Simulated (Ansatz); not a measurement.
TiO$_{2}$: several calculations on one system

Part 1: Relaxation

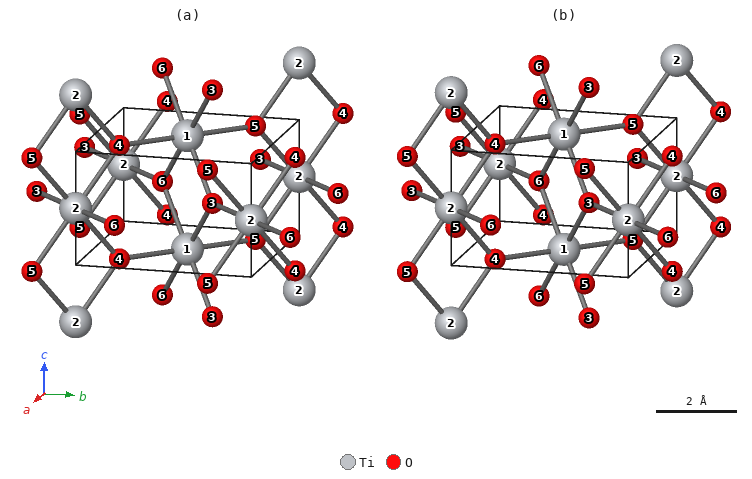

The structure of solid TiO2 (set up in P4_2/mnm) before (left) and after (right) a relaxation, at one scale.

A ball-and-stick model of the cell of the calculation, seen slightly off an axis.

Method: Ansatz 0.2.0, DFT PBE+U, scalar-relativistic, plane waves, PAW. Set-up: plane-wave cutoff 420 eV; k-point mesh 6 × 6 × 10; occupations gaussian; smearing width 0.02 eV; U Ti 4.0 eV; no spin polarisation; cell and atoms relaxed; force threshold 0.005 eV/Å; at most 80 steps.

Question: What changed between the two?

Answer: The largest moves relative to the cell, 0.009 Å, are those of O3, O4, O5 and O6. O3 goes along [−1 −1 0]. Ti stays in place. The drawn cell changes as follows: a = b 4.600 → 4.640 Å (+0.9 %), c 2.959 → 3.006 Å (+1.6 %); the volume changes by +3.4 %. Near-neighbour distances that change, for instance: Ti1–Ti1 2.959 → 3.006 Å, Ti1–O4 1.980 → 2.006 Å, Ti1–O3 1.952 → 1.971 Å. The space group stays P4_2/mnm (No. 136). The energy falls by 9.0 meV per atom in 5 accepted moves (7 points after the start). The largest force component goes from 0.0091 to under 0.0001 eV/Å. The pressure goes from 7.84 to 0.02 GPa. The SCF was repeated twice at an unchanged geometry on a basis and grid sized afresh for the cell, which shifted the energy by 1.8 meV per atom at most.

Part 2: A change

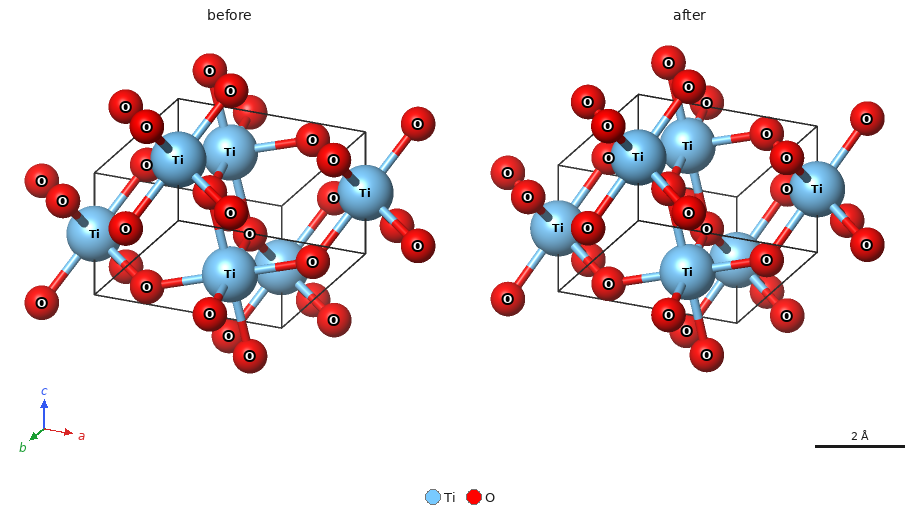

Left: crystalline TiO₂ (set up in P4_2/mnm). Right: the same structure after one change, at the same scale. The picture is a ball-and-stick view of the cell of the calculation, seen from a free direction.

Computed with DFT PBE+U, scalar-relativistic, plane waves, PAW (Ansatz). (plane-wave cutoff 420 eV; k-point mesh 6 × 6 × 10; occupations gaussian; smearing width 0.02 eV; U Ti 4.0 eV; no spin polarisation)

Question: What was changed?

Answer: Biaxial strain in the a–b plane, −4.5 %, is applied. The c axis and the atoms are relaxed.

Question: And its effect?

Answer: The energy rises by 51.1 meV per atom. Pressure: 0.0 GPa before, 11.8 GPa after. The principal stresses (compression positive) are 0.0 GPa along c and 17.7 GPa across it. Cell: a = b 4.640 → 4.432 Å (−4.5 %), c 3.006 → 3.111 Å (+3.5 %). Volume −5.6 %. The atoms keep their places relative to the cell (all moves are under 0.005 Å). Among the bonded contacts that change: O–Ti 2.006 → 1.914 Å, O–Ti 1.971 → 1.976 Å. The space group stays P4_2/mnm (No. 136).

Part 3: Series

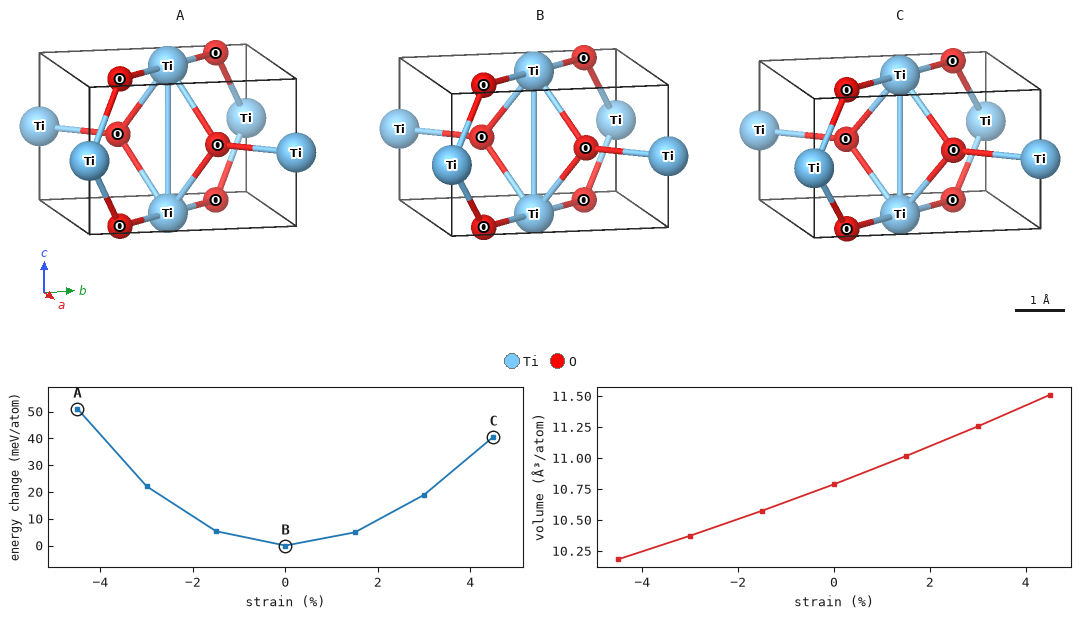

Members of a series of calculations on a crystal of TiO₂ (set up in P4_2/mnm), marked on the first curve. A ball-and-stick model of the cell of the calculation, seen slightly off an axis.

The calculation used Ansatz 0.2.0, DFT PBE+U, scalar-relativistic, plane waves, PAW. Settings: plane-wave cutoff 420 eV; k-point mesh 6 × 6 × 10; occupations gaussian; smearing width 0.02 eV; U Ti 4.0 eV; no spin polarisation.

Which kind of strain is it, and how does the structure respond?

Answer. Biaxial strain in the a–b plane, c and atoms relaxed. A (strain −4.5 %): energy change 51.1 meV/atom, volume 10.18 Å³ per atom. B (strain 0.0 %): energy change 0.0 meV/atom, volume 10.79 Å³ per atom. C (strain 4.5 %): energy change 40.6 meV/atom, volume 11.51 Å³ per atom. The rest compares A with C. Cell: a = b 4.432 → 4.849 Å (+9.4 %), c 3.111 → 2.937 Å (−5.6 %). Volume +13.0 %. Some distances before and after: O–Ti 1.914 → 2.122 Å, Ti–Ti 3.111 → 2.937 Å, O–Ti 1.976 → 1.966 Å.
